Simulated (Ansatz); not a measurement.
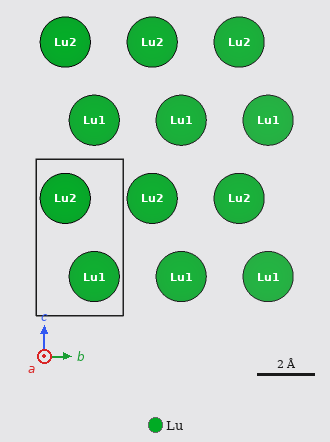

**Figure 1.** The input geometry (spheres-only view of the cell of the calculation, repeated 1 × 3 × 2, along the a axis; atoms are numbered from 1 in the order of the input).

## Run report: Lu, geometry relaxation

- system: Lu (2 atoms in the cell)
- method: DFT PBE, scalar-relativistic, plane waves, PAW, no spin polarisation (Ansatz 0.2.0)

The structure derives from an entry of the Crystallography Open Database. Figures and captions count atoms from 1; the log counts them from 0 in places.

## What the program printed
```
band count auto-derived: 31 (N_el = 50.0; filled up to band 25; 30 by the electrons, moments and atoms)
Engine: ansatz 0.2.0, x86_64-unknown-linux-gnu
Pseudopotentials: kind: paw
Pseudopotential: Lu, paw, valence charge 25, recommended cutoff 420 eV (normal), Lu.paw.azcp
Functional definition: PBE
  parameter kappa = 0.804
  parameter beta = 0.06672455060314922
  exchange = pbe_x(kappa = kappa, mu = beta*pi^2/3)
  correlation = pbe_c(beta = beta)
Crystal: 2 atoms, lattice volume = 61.663 Å³
Basis set: ecut = 420 eV, 1177 PW (Γ), exchange–correlation on 48×48×80 points (8 copies of the dense FFT grid, shifted against one another)
Bands: 31, of which v1, the nominal top of the filled ones, is band 25 counted from 1 (24 counted from 0)
Symmetry: 24 space group operations
Space group: P63/mmc (ITA 194), of the structure as read, at distance tolerance 4.0e-5 Å
k-points: 135 of 1800
Non-local potential: Lu, projectors of the file, l = 0: 3, l = 1: 2, l = 2: 2, l = 3: 3
PAW form: soft (Blöchl's): semilocal exchange-correlation on the pseudo side does not see the compensation charge
PAW one-centre angular grid: Lu, 590 points (default); XC on 64 Gauss nodes
Initial density: superposition of atomic densities (neutral atoms: chi_scale 0, normalization atom), corrected by the library's trained network
Initial wavefunctions: pseudopotential atomic-orbital guess
Functional: x = pbe(κ = 0.804, μ = 0.2195149727645171), c = pbe(β = 0.06672455060314922)
SCF iter   1: F=—  HF=-29464.837081 eV  |F-HF|=—  |Δ(HF+E_count)|=         —  Δρ=1.74e-3  dr2=1.12e-3  ethr=1.77e-3  ⟨swp⟩=5.3  Hψ=17969  notcnv=0
preconditioner: auto → Kerker (q_TF=auto, 2.635 Å⁻¹)  [metal: Δε(μ)=0.013 eV  Ē_g=12.682 eV  σ=0.100 eV  W_gap=0.08  n_scr=22 (ndim 8)  ℏωp=32.1 eV  f_vac=0.000  D(μ)=3.82/eV (n_scr^D=34)]
SCF iter   2: F=—  HF=-29464.832045 eV  |F-HF|=—  |Δ(HF+E_count)|=   5.04e-3  Δρ=1.77e-3  dr2=1.42e-3  ethr=2.25e-6  ⟨swp⟩=3.7  Hψ=13054  notcnv=0  defer=4
SCF iter   3: F=—  HF=-29464.830443 eV  |F-HF|=—  |Δ(HF+E_count)|=   1.60e-3  Δρ=9.22e-4  dr2=4.22e-4  ethr=2.25e-6  ⟨swp⟩=2.9  Hψ=8931  notcnv=0  defer=9
SCF iter   4: F=—  HF=-29464.830397 eV  |F-HF|=—  |Δ(HF+E_count)|=   4.58e-5  Δρ=3.71e-4  dr2=7.42e-5  ethr=8.44e-7  ⟨swp⟩=2.2  Hψ=7899  notcnv=0  defer=9
SCF iter   5: F=—  HF=-29464.830395 eV  |F-HF|=—  |Δ(HF+E_count)|=   1.89e-6  Δρ=7.37e-5  dr2=3.25e-6  ethr=1.48e-7  ⟨swp⟩=2.1  Hψ=7179  notcnv=0  defer=9
SCF iter   6: F=—  HF=-29464.830396 eV  |F-HF|=—  |Δ(HF+E_count)|=   1.29e-6  Δρ=1.32e-5  dr2=6.29e-8  ethr=2.00e-10  ⟨swp⟩=16.2  Hψ=49124  notcnv=0
SCF iter   7: F=—  HF=-29464.830396 eV  |F-HF|=—  |Δ(HF+E_count)|=   9.42e-7  Δρ=7.73e-6  dr2=1.44e-8  ethr=1.26e-10  ⟨swp⟩=13.3  Hψ=46098  notcnv=0
SCF iter   8: F=—  HF=-29464.830395 eV  |F-HF|=—  |Δ(HF+E_count)|=   3.02e-7  Δρ=3.78e-6  dr2=2.49e-9  ethr=2.88e-11  ⟨swp⟩=14.0  Hψ=45638  notcnv=0
SCF iter   9: F=-29464.830395 eV  HF=-29464.830395 eV  |F-HF|=3.64e-12  |Δ(HF+E_count)|=   2.75e-8  Δρ=4.78e-7  dr2=5.60e-11  ethr=4.98e-12  ⟨swp⟩=11.2  Hψ=36785  notcnv=0
SCF 1 converged in 9 iterations: F = -29464.830395 eV  dr2 = 5.60e-11
  greatest PAW one-centre occupation: 0.998 electrons in one spin orbital (limit 2), on the Lu atom at site 1 (counted from 0), in its partial waves of l = 0
relax step   1: F+E_penalty+E_count = -29464.83039519 eV  Δ(F+E_penalty+E_count) = +0.000e0 eV  max|allowed force component| = 9.252e-17 eV/Å  Δτ_max = 0.0000 Å  P = -2.454 GPa  Ω = 61.663 Å³  fix = [volume]  reactions: volume -2.454 GPa  (9 SCF iters, accepted)
Initial density: handed on by an earlier stage of this run
Initial wavefunctions: pseudopotential atomic-orbital guess (no wavefunctions were taken with the density)
iter 1 solved again at ethr=4.53e-8 eV; its pass at ethr=3.10e-3 eV (dr2=2.27e-5 eV) is discarded
SCF iter   1: F=—  HF=-29464.830396 eV  |F-HF|=—  |Δ(HF+E_count)|=         —  Δρ=1.03e-6  dr2=1.01e-10  ethr=4.53e-8  ⟨swp⟩=6.1  Hψ=38280  notcnv=0
eigensolver tolerance schedule: the retry pair's looser diagonalisation over-reported the residual by 224986.16 of it (diagonalisation noise at an unbounded share of the residual, at the tolerance the schedule requests for it); recorded, not acted on — ethr = c·dr2/N_el stays at c = 1.0e-1
preconditioner: auto → Kerker (q_TF=auto, 2.635 Å⁻¹)  [metal: Δε(μ)=0.015 eV  Ē_g=12.707 eV  σ=0.100 eV  W_gap=0.08  n_scr=22 (ndim 8)  ℏωp=32.1 eV  f_vac=0.000  D(μ)=3.83/eV (n_scr^D=34)]
SCF iter   2: F=—  HF=-29464.830395 eV  |F-HF|=—  |Δ(HF+E_count)|=   1.07e-6  Δρ=5.36e-7  dr2=5.07e-11  ethr=1.00e-12  ⟨swp⟩=11.2  Hψ=48049  notcnv=0
SCF iter   3: F=-29464.830395 eV  HF=-29464.830395 eV  |F-HF|=3.64e-12  |Δ(HF+E_count)|=    0.00e0  Δρ=3.52e-7  dr2=2.22e-11  ethr=1.00e-12  ⟨swp⟩=7.0  Hψ=27549  notcnv=0
SCF 2 converged in 3 iterations: F = -29464.830395 eV  dr2 = 2.22e-11
relax step   2: F+E_penalty+E_count = -29464.83039519 eV  Δ(F+E_penalty+E_count) = -2.910e-11 eV  max|allowed force component| = 4.163e-17 eV/Å  Δτ_max = 0.0000 Å  P = -2.454 GPa  Ω = 61.663 Å³  fix = [volume]  reactions: volume -2.454 GPa  stress off target by 7.84e-2 GPa on what of the cell is left free  SCF on the basis re-selected at this cell (its energy is not comparable with the rows above)  (3 SCF iters)
```

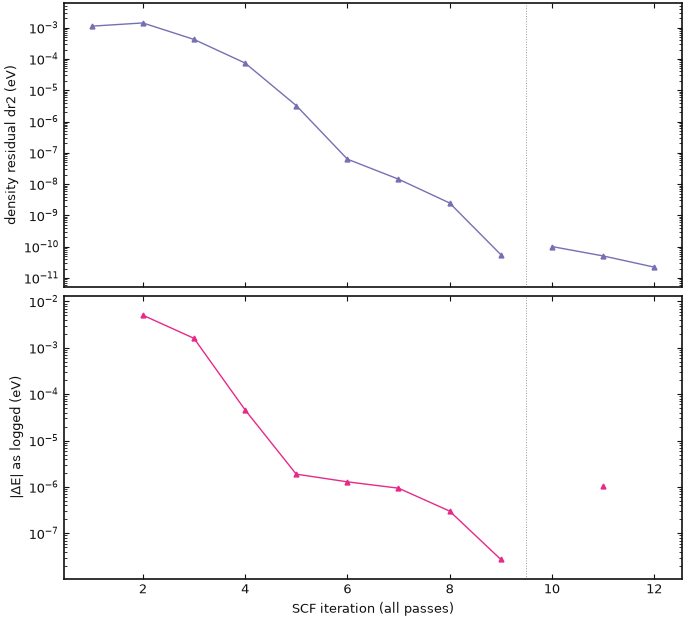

**Figure 2.** Convergence of the self-consistent field: density residual dr2 and size of the energy change against the SCF iteration. The dotted lines part the SCF passes of the relaxation: geometry steps, rejected trials and re-solves on a re-selected basis. The passes take 9 and 3 iterations.

```
basis re-selected at this cell: Δ(F+E_penalty+E_count) = -2.910e-11 eV, ΔP = -0.000 GPa vs the last step (what re-selecting the basis moved, of the pressure what is left beyond the Pulay correction that the steps carried, after the strain that the cell walked since its last selection, with what the two solves' SCF thresholds leave and, on support functions, any second-order correction that the steps lacked; it is no measure of the basis error at this ecutwfc). This SCF's stress stands 7.84e-2 GPa from its target on what of the cell is left free (relax.cell.stress_tol is 1.00e-1 GPa) and its largest allowed force component is 4.16e-17 eV/Å (relax.f_tol is 1.00e-2 eV/Å): within both
SCF converged after 3 iterations
Free energy (F): -29464.830395 eV
Harris-Foulkes:  -29464.830395 eV  (|F-HF|=3.64e-12)
Internal energy: -29464.811255 eV  (E = F + TS)
E sigma→0 (E₀):  -29464.820825 eV
Entropy (-TS):   -0.019140 eV (-9.570 meV/atom)
Fermi energy:    12.851386 eV
--- Per-component energies (eV) ---
  E_band       = -56.279483
  E_kinetic    = 832.687604
  E_local      = -13729.085505  (includes V_loc(G=0)·N_el)
  E_nonlocal   = 1153.379458
  E_hartree    = 5747.612611
  E_xc         = -434.309799
  E_vxc        = -513.795133  (∫ρ·V_xc dr)
  E_paw        = -14748.347029  (= ΣΔE_a)
  E_vpaw       = 705.308622  (= ΣTr[D̂ρ^β])
  E_aug_tail   = 0.000073  (compensation charges beyond the density's cutoff)
  E_ewald      = -8286.748668
  E_smearing   = -0.019140  (= −TS)
  E_closure    = -0.000000  (closes the sum)
  Σ components = -29464.830395   (vs F -29464.830395, Δ=0.00e0)
--- Forces (eV/Å), atoms counted from 1 ---
  atom   1  Lu     0.00000000    -0.00000000     0.00000000
  atom   2  Lu    -0.00000000     0.00000000     0.00000000
  max |Σ_I F_I| component: 9.25e-18 eV/Å
--- Stress (GPa, compression-positive) ---
       -2.493566      -0.000000       0.000000
       -0.000000      -2.493566       0.000000
        0.000000       0.000000      -2.376001
  P = ⅓ Tr σ = -2.4544 GPa (-24.544 kbar)
--- Band table (eV; the first three rows and the last of 135) ---
  k-point 0: bands = ["-43.4344", "-43.4067", "-14.3381", "-13.9895", "-13.9895", "-13.9177", "-13.9177", "-13.8862", "6.9782", "7.7790", "7.7869", "7.7941", "7.8128", "7.8128", "7.8176", "7.8176", "7.8272", "7.8272", "7.8353", "7.8559", "7.8559", "7.8704", "7.8741", "10.5688", "13.3809", "14.9868", "14.9868", "15.4163", "15.6809", "15.6809", "16.1467"]
  k-point 1: bands = ["-43.4333", "-43.4078", "-14.3217", "-13.9868", "-13.9868", "-13.9205", "-13.9205", "-13.9043", "7.0882", "7.7759", "7.7920", "7.7923", "7.8051", "7.8051", "7.8222", "7.8222", "7.8276", "7.8276", "7.8346", "7.8592", "7.8592", "7.8705", "7.8740", "10.4078", "13.3732", "14.9173", "14.9173", "15.2983", "15.5781", "15.5781", "16.3414"]
  k-point 2: bands = ["-43.4303", "-43.4108", "-14.2746", "-13.9791", "-13.9791", "-13.9552", "-13.9283", "-13.9283", "7.4094", "7.7734", "7.7866", "7.7987", "7.7987", "7.8015", "7.8128", "7.8128", "7.8320", "7.8404", "7.8404", "7.8638", "7.8638", "7.8709", "7.8736", "9.9452", "13.4407", "14.8182", "14.8182", "14.9751", "15.3398", "15.3398", "16.8017"]
  k-point 134: bands = ["-43.4072", "-43.4072", "-14.2459", "-14.2459", "-14.1368", "-14.1368", "-13.9649", "-13.9649", "7.8059", "7.8059", "7.8132", "7.8132", "7.8145", "7.8145", "7.8231", "7.8231", "7.8288", "7.8288", "7.8353", "7.8353", "7.8542", "7.8542", "12.2845", "12.2845", "12.4235", "12.4235", "13.1450", "13.1450", "16.1283", "16.1283", "17.8276"]
--- Relaxed structure (1 steps of the walk, 1 accepted, 1 SCFs on fresh bases) ---
  F+E_penalty+E_count = -29464.83039519 eV   max|allowed force component| = 4.163e-17 eV/Å   (the final SCF, on the basis selected at the relaxed cell)
  cell:  # Å, volume = 61.6627 Å³
    - [3.575847977665699, -2.8867463949506122e-11, 0.0]
    - [-1.7879239888078495, 3.096775188744139, 0.0]
    - [0.0, 0.0, 5.568443901]
  atoms:
    - { symbol: Lu, position: [0.33333333333333326, 0.6666666666666666, 0.25] }
    - { symbol: Lu, position: [0.6666666666666666, 0.33333333333333326, 0.7499999999999999] }
```

## Trajectory as extended XYZ (Å, eV, eV/Å), 2 frames, from step=1 to step=2
```
2
Lattice="3.5758 0.0000 0.0000 -1.7879 3.0968 0.0000 0.0000 0.0000 5.5684" Properties=species:S:1:pos:R:3:forces:R:3 step=1 energy=-29464.83040 pressure_GPa=-2.45
Lu    0.0000    2.0645    1.3921    0.0000   0.0000   0.0000
Lu    1.7879    1.0323    4.1763    0.0000   0.0000   0.0000
2
Lattice="3.5758 0.0000 0.0000 -1.7879 3.0968 0.0000 0.0000 0.0000 5.5684" Properties=species:S:1:pos:R:3:forces:R:3 step=2 energy=-29464.83040 pressure_GPa=-2.45
Lu    0.0000    2.0645    1.3921    0.0000   0.0000   0.0000
Lu    1.7879    1.0323    4.1763    0.0000   0.0000   0.0000
```

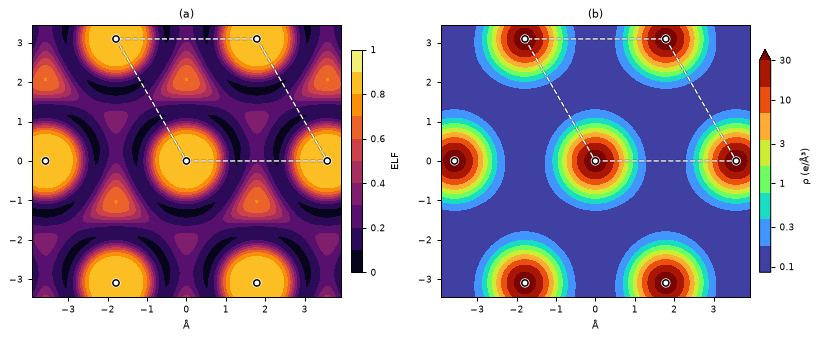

**Figure 3.** (a) ELF; (b) valence electron density on the (001) plane of the conventional cell. Circles mark the nuclei in the plane (Lu). Atoms in the plane: Lu. Lu–Lu (3.58 Å): ρ at the midpoint is about 0.11 e/Å³; the ELF is about 0.30 at the midpoint (no localised pair between them). Away from the nuclei the density in this plane falls to 0.09 e/Å³ at its lowest. The strong features right at Lu lie inside the PAW spheres (semicore, d or f shells) and say nothing about bonding. In a PAW calculation such maps are meaningful between the atoms, not at the nuclei.

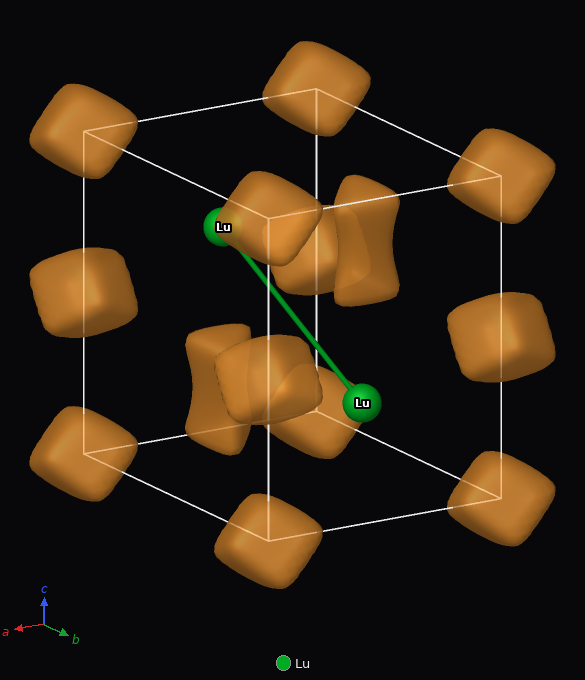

**Figure 4.** Isosurface of the ELF at 0.55 (orange), seen at an oblique angle. Only the valence region is drawn (cores and ρ < 0.01 e/Å³ removed). Sticks mark near contacts. The outline is the cell set on symmetry axes. Along the contacts the grid gives the following. Lu–Lu (3.47 Å): the ELF is about 0.20 at the midpoint (no localised pair between them). Lu–Lu (3.58 Å): the ELF is about 0.30 at the midpoint; no localised pair between them.

The run was set up as follows.

## Input
```yaml
crystal:
  lattice:
    - [3.5758479777, 0.0, 0.0]
    - [-1.7879239888, 3.0967751887, 0.0]
    - [0.0, 0.0, 5.568443901]
  atoms:
    - { symbol: Lu, position: [0.3333333333, 0.6666666667, 0.25] }
    - { symbol: Lu, position: [0.6666666667, 0.3333333333, 0.75] }
basis:
  ecutwfc: 420
kpoints:
  mp_grid: { grid: [15, 15, 8] }
hamiltonian:
  xc: pbe
scf:
  occupations: { method: gaussian, width: 0.1 }
output:
  forces: true
  stress: true
  eigenvalues: true
  write_density: true
  write_potential: true
  elf: true
  volumetric_format: npy
relax:
  adjacent_minimum: "off"
  f_tol: 0.01
  max_steps: 30
  cell: { stress_tol: 0.1, fix: [volume] }
```

Launch command:
```bash
ansatz run input.yaml --threads 1 --pin off --max-ram 2560MiB --backend cpu --events-out ev --progress --plain --runs-dir out
```

## Results in brief

| quantity | value |
| --- | --- |
| outcome | converged |
| space group (tolerance 0.01 Å) | P6₃/mmc (194) |
| electrons treated | 50 |
| free energy | −29464.8304 eV |
| Fermi energy | 12.851 eV |
| gap on the k-point mesh | none (metallic) |
| pressure | −2.45 GPa |
| final volume | 61.66 Å³ |
| largest force (length of the vector) at the end | under 0.001 eV/Å |
| final cell | a = 3.576 Å, b = 3.576 Å, c = 5.568 Å, α = 90.00°, β = 90.00°, γ = 120.00° |
| hardware | 1 thread of Intel Xeon @ 2.90GHz (Ice Lake), 192 GiB of memory available, shared host |
| wall time | 42 s |
| peak memory | 0.53 GiB |
